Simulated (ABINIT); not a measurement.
## Geometry relaxation of HfB2 (part 2 of 3)

Continued. System: HfB2 (P6/mmm, 3 atoms in the cell). Method: Kohn-Sham DFT of a periodic cell, PBE with D3, JTH PAW PBE v2.0, no spin polarisation (ABINIT 10.8.3); cutoff 517.02 eV, 10×10×8 k-mesh, fermi-dirac of 0.05 eV. The structure derives from an entry of the Crystallography Open Database.

Geometry of the input (Å; fractional positions):
```
3.1400  0.0000  0.0000
-1.5700  2.7193  0.0000
0.0000  0.0000  3.4800
Hf 0.0000  0.0000  0.0000
B  0.6667  0.3333  0.5000
B  0.3333  0.6667  0.5000
```

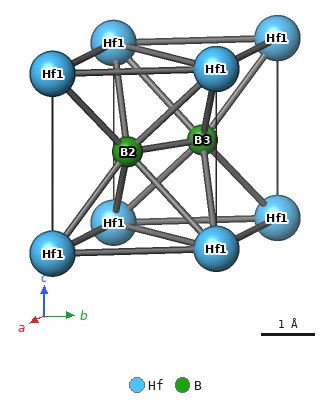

The starting structure (ball-and-stick view of the cell of the calculation, seen slightly off an axis; atoms are numbered from 1 in the order of the input). An atom can appear more than once, as a periodic image.

Log, continued:
```
     iter   Etot(hartree)      deltaE(h)  residm     nres2
 ETOT  1  -55.899430659356    -5.590E+01 4.183E-02 3.732E-03
 ETOT  2  -55.899426594696     4.065E-06 2.077E-04 1.188E-04
 ETOT  3  -55.899426518474     7.622E-08 1.749E-03 1.612E-05
 ETOT  4  -55.899426511162     7.312E-09 1.240E-04 1.216E-07
 ETOT  5  -55.899426511563    -4.006E-10 1.476E-04 1.352E-08
 ETOT  6  -55.899426511413     1.495E-10 1.209E-04 3.430E-10

 At SCF step    6       nres2   =  3.43E-10 < tolvrs=  1.00E-09 =>converged.

 Cartesian components of stress tensor (hartree/bohr^3)
  sigma(1 1)=  1.93849290E-06  sigma(3 2)=  0.00000000E+00
  sigma(2 2)=  1.93849215E-06  sigma(3 1)=  0.00000000E+00
  sigma(3 3)= -7.89824321E-06  sigma(2 1)=  4.49978767E-13

--- !ResultsGS
iteration_state: {dtset: 1, itime: 3, icycle: 1, }
comment   : Summary of ground state results
lattice_vectors:
- [  5.9091148,   0.0000000,   0.0000000, ]
- [ -2.9545574,   5.1174435,   0.0000000, ]
- [  0.0000000,   0.0000000,   6.5638880, ]
lattice_lengths: [   5.90911,    5.90911,    6.56389, ]
lattice_angles: [ 90.000,  90.000, 120.000, ] # degrees, (23, 13, 12)
lattice_volume:   1.9848910E+02
convergence: {deltae:  1.495E-10, res2:  3.430E-10, residm:  1.209E-04, diffor: null, }
etotal    :  -5.58994265E+01
entropy   :   0.00000000E+00
fermie    :   1.13439448E-01
cartesian_stress_tensor: # hartree/bohr^3
- [  1.93849290E-06,   4.49978767E-13,   0.00000000E+00, ]
- [  4.49978767E-13,   1.93849215E-06,   0.00000000E+00, ]
- [  0.00000000E+00,   0.00000000E+00,  -7.89824321E-06, ]
pressure_GPa:   3.9436E-02
xred      :
- [  5.0585E-30,   7.3831E-30,   0.0000E+00, Hf]
- [  6.6667E-01,   3.3333E-01,   5.0000E-01,  B]
- [  3.3333E-01,   6.6667E-01,   5.0000E-01,  B]
cartesian_forces: # hartree/bohr
- [ -0.00000000E+00,  -0.00000000E+00,  -0.00000000E+00, ]
- [ -2.27838289E-29,  -1.31542498E-29,  -0.00000000E+00, ]
- [  2.27838289E-29,   1.31542498E-29,  -0.00000000E+00, ]
force_length_stats: {min:   0.00000000E+00, max:   2.63084995E-29, mean:   1.75389997E-29, }
...

 Integrated electronic density in atomic spheres:
 ------------------------------------------------
 Atom  Sphere_radius  Integrated_density
    1        2.41119          9.70370264
    2        1.70617          1.85982693
    3        1.70617          1.85982693

---OUTPUT-----------------------------------------------------------------------

 Cartesian coordinates (xcart) [bohr]
  8.07735451796859E-30  3.77825674992318E-29  0.00000000000000E+00
  2.95455741086154E+00  1.70581451652048E+00  3.28194401585082E+00
 -3.31948795081796E-11  3.41162903304097E+00  3.28194401585082E+00
 Reduced coordinates (xred)
  5.05847845847620E-30  7.38309414326018E-30  0.00000000000000E+00
  6.66666666666666E-01  3.33333333333333E-01  5.00000000000000E-01
  3.33333333333333E-01  6.66666666666666E-01  5.00000000000000E-01
 Cartesian forces (fcart) [Ha/bohr]; max,rms= 2.27838E-29 1.24019E-29 (free atoms)
 -0.00000000000000E+00 -0.00000000000000E+00 -0.00000000000000E+00
 -2.27838289183395E-29 -1.31542497592891E-29 -0.00000000000000E+00
  2.27838289183395E-29  1.31542497592891E-29 -0.00000000000000E+00
 Gradient of E wrt nuclear positions in reduced coordinates (gred)
  0.00000000000000E+00  0.00000000000000E+00  0.00000000000000E+00
  1.34632261157719E-28 -1.14264212650680E-44  0.00000000000000E+00
 -1.34632261157719E-28  1.14264212650680E-44 -0.00000000000000E+00
 Scale of Primitive Cell (acell) [bohr]
  5.90911482175628E+00  5.90911482181699E+00  6.56388803170165E+00
 Real space primitive translations (rprimd) [bohr]
  5.90911482175628E+00  0.00000000000000E+00  0.00000000000000E+00
 -2.95455741092793E+00  5.11744354956145E+00  0.00000000000000E+00
  0.00000000000000E+00  0.00000000000000E+00  6.56388803170165E+00
 Unitary Cell Volume (ucvol) [Bohr^3]=  1.98489095998954E+02
 Angles (23,13,12)= [degrees]
  9.00000000000000E+01  9.00000000000000E+01  1.20000000000218E+02
 Lengths [Bohr]
  5.90911482175628E+00  5.90911482181700E+00  6.56388803170165E+00
 Stress tensor in cartesian coordinates (strten) [Ha/bohr^3]
  1.93849289873566E-06  4.49978767392693E-13  0.00000000000000E+00
  4.49978767392693E-13  1.93849215122249E-06  0.00000000000000E+00
  0.00000000000000E+00  0.00000000000000E+00 -7.89824321000693E-06
 Total energy (etotal) [Ha]= -5.58994265114132E+01

 Difference of energy with previous step (new-old):
           Absolute (Ha)=-5.81861E-06
           Relative     =-1.04091E-07

--- Iteration: ( 4/60) Internal Cycle: (1/1)
--------------------------------------------------------------------------------

---SELF-CONSISTENT-FIELD CONVERGENCE--------------------------------------------

--- !BeginCycle
iteration_state: {dtset: 1, itime: 4, icycle: 1, }
solver: {iscf: 17, nstep: 100, nline: 4, wfoptalg: 10, }
tolerances: {tolvrs: 1.00E-09, }
...

     iter   Etot(hartree)      deltaE(h)  residm     nres2
 ETOT  1  -55.899427022684    -5.590E+01 1.144E-04 5.480E-05
 ETOT  2  -55.899426886256     1.364E-07 1.036E-04 6.457E-06
 ETOT  3  -55.899426867265     1.899E-08 1.189E-04 2.067E-08
 ETOT  4  -55.899426867392    -1.267E-10 9.103E-05 1.712E-09
 ETOT  5  -55.899426867364     2.726E-11 1.030E-04 5.494E-11

 At SCF step    5       nres2   =  5.49E-11 < tolvrs=  1.00E-09 =>converged.

 Cartesian components of stress tensor (hartree/bohr^3)
  sigma(1 1)=  2.93878530E-07  sigma(3 2)=  0.00000000E+00
  sigma(2 2)=  2.93877783E-07  sigma(3 1)=  0.00000000E+00
  sigma(3 3)= -5.07542718E-06  sigma(2 1)=  4.49952275E-13

--- !ResultsGS
iteration_state: {dtset: 1, itime: 4, icycle: 1, }
comment   : Summary of ground state results
lattice_vectors:
- [  5.9084325,   0.0000000,   0.0000000, ]
- [ -2.9542163,   5.1168527,   0.0000000, ]
- [  0.0000000,   0.0000000,   6.5654410, ]
lattice_lengths: [   5.90843,    5.90843,    6.56544, ]
lattice_angles: [ 90.000,  90.000, 120.000, ] # degrees, (23, 13, 12)
lattice_volume:   1.9849021E+02
convergence: {deltae:  2.726E-11, res2:  5.494E-11, residm:  1.030E-04, diffor: null, }
etotal    :  -5.58994269E+01
entropy   :   0.00000000E+00
fermie    :   1.13429267E-01
cartesian_stress_tensor: # hartree/bohr^3
- [  2.93878530E-07,   4.49952275E-13,   0.00000000E+00, ]
- [  4.49952275E-13,   2.93877783E-07,   0.00000000E+00, ]
- [  0.00000000E+00,   0.00000000E+00,  -5.07542718E-06, ]
pressure_GPa:   4.4011E-02
xred      :
- [  5.2175E-30,   7.6592E-30,   0.0000E+00, Hf]
- [  6.6667E-01,   3.3333E-01,   5.0000E-01,  B]
- [  3.3333E-01,   6.6667E-01,   5.0000E-01,  B]
cartesian_forces: # hartree/bohr
- [  5.69661500E-30,  -1.09631407E-30,  -0.00000000E+00, ]
- [  1.13932300E-29,   8.77051255E-30,  -0.00000000E+00, ]
- [ -1.70898450E-29,  -7.67419848E-30,  -0.00000000E+00, ]
force_length_stats: {min:   5.80114877E-30, max:   1.87338230E-29, mean:   1.29709987E-29, }
...

 Integrated electronic density in atomic spheres:
 ------------------------------------------------
 Atom  Sphere_radius  Integrated_density
    1        2.41119          9.70361622
    2        1.70617          1.85994310
    3        1.70617          1.85994310

---OUTPUT-----------------------------------------------------------------------

 Cartesian coordinates (xcart) [bohr]
  8.20020571242877E-30  3.91908671720203E-29  0.00000000000000E+00
  2.95421625624975E+00  1.70561755081353E+00  3.28272050917316E+00
 -3.31912526912557E-11  3.41123510162706E+00  3.28272050917316E+00
 Reduced coordinates (xred)
  5.21746899178065E-30  7.65917446407751E-30  0.00000000000000E+00
  6.66666666666666E-01  3.33333333333333E-01  5.00000000000000E-01
  3.33333333333333E-01  6.66666666666666E-01  5.00000000000000E-01
 Cartesian forces (fcart) [Ha/bohr]; max,rms= 1.70898E-29 8.10581E-30 (free atoms)
  5.69661500203918E-30 -1.09631406823471E-30 -0.00000000000000E+00
  1.13932300040784E-29  8.77051254643193E-30 -0.00000000000000E+00
 -1.70898450061175E-29 -7.67419847819722E-30 -0.00000000000000E+00
 Gradient of E wrt nuclear positions in reduced coordinates (gred)
 -3.36580652894298E-29  2.24387101929532E-29 -0.00000000000000E+00
 -6.73161305788597E-29 -1.12193550964766E-29 -0.00000000000000E+00
  1.00974195868289E-28 -1.12193550964766E-29  0.00000000000000E+00
 Scale of Primitive Cell (acell) [bohr]
  5.90843251253270E+00  5.90843251259341E+00  6.56544101834632E+00
 Real space primitive translations (rprimd) [bohr]
  5.90843251253270E+00  0.00000000000000E+00  0.00000000000000E+00
 -2.95421625631614E+00  5.11685265244059E+00  0.00000000000000E+00
  0.00000000000000E+00  0.00000000000000E+00  6.56544101834632E+00
 Unitary Cell Volume (ucvol) [Bohr^3]=  1.98490211456961E+02
 Angles (23,13,12)= [degrees]
  9.00000000000000E+01  9.00000000000000E+01  1.20000000000218E+02
 Lengths [Bohr]
  5.90843251253270E+00  5.90843251259341E+00  6.56544101834632E+00
 Stress tensor in cartesian coordinates (strten) [Ha/bohr^3]
  2.93878530323310E-07  4.49952275050037E-13  0.00000000000000E+00
  4.49952275050037E-13  2.93877782817087E-07  0.00000000000000E+00
  0.00000000000000E+00  0.00000000000000E+00 -5.07542717931991E-06
 Total energy (etotal) [Ha]= -5.58994268673643E+01

 Difference of energy with previous step (new-old):
           Absolute (Ha)=-3.55951E-07
           Relative     =-6.36771E-09

--- Iteration: ( 5/60) Internal Cycle: (1/1)
--------------------------------------------------------------------------------

---SELF-CONSISTENT-FIELD CONVERGENCE--------------------------------------------

--- !BeginCycle
iteration_state: {dtset: 1, itime: 5, icycle: 1, }
solver: {iscf: 17, nstep: 100, nline: 4, wfoptalg: 10, }
tolerances: {tolvrs: 1.00E-09, }
...

     iter   Etot(hartree)      deltaE(h)  residm     nres2
 ETOT  1  -55.899427697133    -5.590E+01 8.330E-04 1.121E-04
 ETOT  2  -55.899427442499     2.546E-07 7.330E-05 1.026E-05
 ETOT  3  -55.899427414202     2.830E-08 5.584E-05 4.908E-07
 ETOT  4  -55.899427413315     8.872E-10 5.912E-05 4.512E-09
 ETOT  5  -55.899427413323    -8.193E-12 4.854E-05 2.148E-10

 At SCF step    5       nres2   =  2.15E-10 < tolvrs=  1.00E-09 =>converged.

 Cartesian components of stress tensor (hartree/bohr^3)
  sigma(1 1)= -1.64938289E-07  sigma(3 2)=  0.00000000E+00
  sigma(2 2)= -1.64939036E-07  sigma(3 1)=  0.00000000E+00
  sigma(3 3)= -1.74285626E-07  sigma(2 1)=  4.49797868E-13

--- !ResultsGS
iteration_state: {dtset: 1, itime: 5, icycle: 1, }
comment   : Summary of ground state results
lattice_vectors:
- [  5.9079222,   0.0000000,   0.0000000, ]
- [ -2.9539611,   5.1164107,   0.0000000, ]
- [  0.0000000,   0.0000000,   6.5677318, ]
lattice_lengths: [   5.90792,    5.90792,    6.56773, ]
lattice_angles: [ 90.000,  90.000, 120.000, ] # degrees, (23, 13, 12)
lattice_volume:   1.9852517E+02
convergence: {deltae: -8.193E-12, res2:  2.148E-10, residm:  4.854E-05, diffor: null, }
etotal    :  -5.58994274E+01
entropy   :   0.00000000E+00
fermie    :   1.13397539E-01
cartesian_stress_tensor: # hartree/bohr^3
- [ -1.64938289E-07,   4.49797868E-13,   0.00000000E+00, ]
- [  4.49797868E-13,  -1.64939036E-07,   0.00000000E+00, ]
- [  0.00000000E+00,   0.00000000E+00,  -1.74285626E-07, ]
pressure_GPa:   4.9443E-03
xred      :
- [  7.2597E-30,   7.4696E-30,   0.0000E+00, Hf]
- [  6.6667E-01,   3.3333E-01,   5.0000E-01,  B]
- [  3.3333E-01,   6.6667E-01,   5.0000E-01,  B]
cartesian_forces: # hartree/bohr
- [  1.32932498E-29,   7.67486134E-30,  -0.00000000E+00, ]
- [ -3.22836066E-29,  -3.83743067E-29,  -0.00000000E+00, ]
- [  1.89903568E-29,   3.06994454E-29,  -0.00000000E+00, ]
force_length_stats: {min:   1.53497227E-29, max:   5.01479678E-29, mean:   3.38653409E-29, }
...

 Integrated electronic density in atomic spheres:
 ------------------------------------------------
 Atom  Sphere_radius  Integrated_density
    1        2.41119          9.70361567
    2        1.70617          1.86013861
    3        1.70617          1.86013861

---OUTPUT-----------------------------------------------------------------------

 Cartesian coordinates (xcart) [bohr]
  2.08247346590363E-29  3.82177745695513E-29  0.00000000000000E+00
  2.95396110725136E+00  1.70547024047062E+00  3.28386589131810E+00
 -3.31883660452948E-11  3.41094048094124E+00  3.28386589131810E+00
 Reduced coordinates (xred)
  7.25970578780849E-30  7.46964554851163E-30  0.00000000000000E+00
  6.66666666666666E-01  3.33333333333333E-01  5.00000000000000E-01
  3.33333333333333E-01  6.66666666666666E-01  5.00000000000000E-01
 Cartesian forces (fcart) [Ha/bohr]; max,rms= 3.83743E-29 2.12224E-29 (free atoms)
  1.32932497794414E-29  7.67486133863273E-30 -0.00000000000000E+00
 -3.22836066072148E-29 -3.83743066928311E-29 -0.00000000000000E+00
  1.89903568277734E-29  3.06994453541983E-29 -0.00000000000000E+00
 Gradient of E wrt nuclear positions in reduced coordinates (gred)
 -7.85354856753363E-29  7.32437664389642E-45 -0.00000000000000E+00
  1.90729036640102E-28  1.00974195868290E-28  0.00000000000000E+00
 -1.12193550964766E-28 -1.00974195868290E-28 -0.00000000000000E+00
 Scale of Primitive Cell (acell) [bohr]
  5.90792221453591E+00  5.90792221459661E+00  6.56773178263620E+00
 Real space primitive translations (rprimd) [bohr]
  5.90792221453591E+00  0.00000000000000E+00  0.00000000000000E+00
 -2.95396110731774E+00  5.11641072141186E+00  0.00000000000000E+00
  0.00000000000000E+00  0.00000000000000E+00  6.56773178263620E+00
 Unitary Cell Volume (ucvol) [Bohr^3]=  1.98525170382342E+02
 Angles (23,13,12)= [degrees]
  9.00000000000000E+01  9.00000000000000E+01  1.20000000000218E+02
 Lengths [Bohr]
  5.90792221453591E+00  5.90792221459661E+00  6.56773178263620E+00
 Stress tensor in cartesian coordinates (strten) [Ha/bohr^3]
 -1.64938289200223E-07  4.49797868378427E-13  0.00000000000000E+00
  4.49797868378427E-13 -1.64939036380318E-07  0.00000000000000E+00
  0.00000000000000E+00  0.00000000000000E+00 -1.74285625716142E-07
 Total energy (etotal) [Ha]= -5.58994274133231E+01

 Difference of energy with previous step (new-old):
           Absolute (Ha)=-5.45959E-07
           Relative     =-9.76680E-09

 At Broyd/MD step   5, gradients are converged :
  max grad (force/stress) = 1.7429E-05 < tolmxf= 1.0000E-04 ha/bohr (free atoms)

================================================================================

 ----iterations are completed or convergence reached----

 Mean square residual over all n,k,spin=   11.699E-08; max=  48.540E-06
 reduced coordinates (array xred) for    3 atoms
       0.000000000000      0.000000000000      0.000000000000
       0.666666666667      0.333333333333      0.500000000000
       0.333333333333      0.666666666667      0.500000000000
 rms dE/dt=  1.0221E-28; max dE/dt=  2.6926E-28; dE/dt below (all hartree)
    1       0.000000000000      0.000000000000      0.000000000000
    2       0.000000000000      0.000000000000      0.000000000000
    3      -0.000000000000     -0.000000000000      0.000000000000

 cartesian coordinates (angstrom) at end:
    1      0.00000000000000     0.00000000000000     0.00000000000000
    2      1.56316889879074     0.90249598451805     1.73774699216830
    3     -0.00000000001756     1.80499196903610     1.73774699216830

 cartesian forces (hartree/bohr) at end:
    1      0.00000000000000     0.00000000000000    -0.00000000000000
    2     -0.00000000000000    -0.00000000000000    -0.00000000000000
    3      0.00000000000000     0.00000000000000    -0.00000000000000
 frms,max,avg= 2.1222426E-29 3.8374307E-29   0.000E+00  0.000E+00  0.000E+00 h/b

 cartesian forces (eV/Angstrom) at end:
    1      0.00000000000000     0.00000000000000    -0.00000000000000
    2     -0.00000000000000    -0.00000000000000    -0.00000000000000
    3      0.00000000000000     0.00000000000000    -0.00000000000000
 frms,max,avg= 1.0913010E-27 1.9732862E-27   0.000E+00  0.000E+00  0.000E+00 e/A
 length scales=  5.907922214536  5.907922214597  6.567731782636 bohr
              =  3.126337797599  3.126337797631  3.475493984337 angstroms
 Fermi (or HOMO) energy (hartree) =   0.11340   Average Vxc (hartree)=  -0.46728
 Eigenvalues (hartree) for nkpt=  70  k points:
 kpt#   1, nband= 13, wtk=  0.00125, kpt=  0.0000  0.0000  0.0000 (reduced coord)
  -2.15051   -1.00675   -0.98810   -0.98810   -0.39033    0.00527    0.01069    0.01069
   0.01383    0.26772    0.26772    0.28963    0.28963
      occupation numbers for kpt#   1
   2.00000    2.00000    2.00000    2.00000    2.00000    2.00000    2.00000    2.00000
   2.00000    0.00000    0.00000    0.00000    0.00000
 prteigrs : prtvol=0 or 1, do not print more k-points.

 Fermi (or HOMO) energy (eV) =   3.08570   Average Vxc (eV)= -12.71545
 Eigenvalues (   eV  ) for nkpt=  70  k points:
 kpt#   1, nband= 13, wtk=  0.00125, kpt=  0.0000  0.0000  0.0000 (reduced coord)
 -58.51824  -27.39495  -26.88760  -26.88760  -10.62137    0.14350    0.29100    0.29100
   0.37622    7.28491    7.28491    7.88135    7.88135
 prteigrs : prtvol=0 or 1, do not print more k-points.

--- !EnergyTerms
iteration_state     : {dtset: 1, itime: 5, icycle: 1, }
comment             : Components of total free energy in Hartree
kinetic             :  9.01636550170460E+00
hartree             :  5.65118125830818E+00
xc                  : -1.14135465150214E+01
Ewald energy        : -4.90122812098281E+01
psp_core            :  9.17738555945192E+00
local_psp           :  3.24654218068082E-01
PAW spherical_terms : -1.96142605038789E+01
VdWaals_dft_d       : -2.88316837082682E-02
internal            : -5.58993333749039E+01
'-kT*entropy'       : -9.30198416369300E-05
total_energy        : -5.58994263947455E+01
total_energy_eV     : -1.52110088255621E+03
...

--- !EnergyTermsDC
iteration_state     : {dtset: 1, itime: 5, icycle: 1, }
comment             : '"Double-counting" decomposition of free energy'
band_energy         : -1.12437439687323E+01
Ewald energy        : -4.90122812098281E+01
psp_core            :  9.17738555945192E+00
xc_dc               : -1.01509659078692E+01
PAW spherical_terms :  5.35910281720451E+00
VdWaals_dft_d       : -2.88316837082682E-02
internal            : -5.58993343934814E+01
'-kT*entropy'       : -9.30198416369300E-05
total_energy_dc     : -5.58994274133231E+01
total_energy_dc_eV  : -1.52110091027311E+03
...

--- !EnergyTermsWithPAWCore
iteration_state     : {dtset: 1, itime: 5, icycle: 1, }
comment             : 'Components of total free energy, including PAW core contributions'
Total energy        : -1.51283255733811E+04
Total energy DC     : -1.51283255743996E+04
Total energy (eV)   : -4.11662710432224E+05
Total energy DC (eV): -4.11662710459941E+05
...

 Cartesian components of stress tensor (hartree/bohr^3)
  sigma(1 1)= -1.64938289E-07  sigma(3 2)=  0.00000000E+00
  sigma(2 2)= -1.64939036E-07  sigma(3 1)=  0.00000000E+00
  sigma(3 3)= -1.74285626E-07  sigma(2 1)=  4.49797868E-13

-Cartesian components of stress tensor (GPa)         [Pressure=  4.9443E-03 GPa]
- sigma(1 1)= -4.85265201E-03  sigma(3 2)=  0.00000000E+00
- sigma(2 2)= -4.85267399E-03  sigma(3 1)=  0.00000000E+00
- sigma(3 3)= -5.12766014E-03  sigma(2 1)=  1.32335102E-08

== END DATASET(S) ==============================================================
================================================================================

 -outvars: echo values of variables after computation  --------
            acell      5.9079222145E+00  5.9079222146E+00  6.5677317826E+00 Bohr
           etotal     -5.5899427413E+01
            fcart      1.3293249779E-29  7.6748613386E-30 -0.0000000000E+00
                      -3.2283606607E-29 -3.8374306693E-29 -0.0000000000E+00
                       1.8990356828E-29  3.0699445354E-29 -0.0000000000E+00
            rprim      1.0000000000E+00  0.0000000000E+00  0.0000000000E+00
                      -5.0000000000E-01  8.6602540378E-01  0.0000000000E+00
                       0.0000000000E+00  0.0000000000E+00  1.0000000000E+00
           strten     -1.6493828920E-07 -1.6493903638E-07 -1.7428562572E-07
                       0.0000000000E+00  0.0000000000E+00  4.4979786838E-13
           xangst      1.1019974997E-29  2.0223975340E-29  0.0000000000E+00
                       1.5631688988E+00  9.0249598452E-01  1.7377469922E+00
                      -1.7562526966E-11  1.8049919690E+00  1.7377469922E+00
             xred      7.2597057878E-30  7.4696455485E-30  0.0000000000E+00
                       6.6666666667E-01  3.3333333333E-01  5.0000000000E-01
                       3.3333333333E-01  6.6666666667E-01  5.0000000000E-01
 Calculation completed.
```
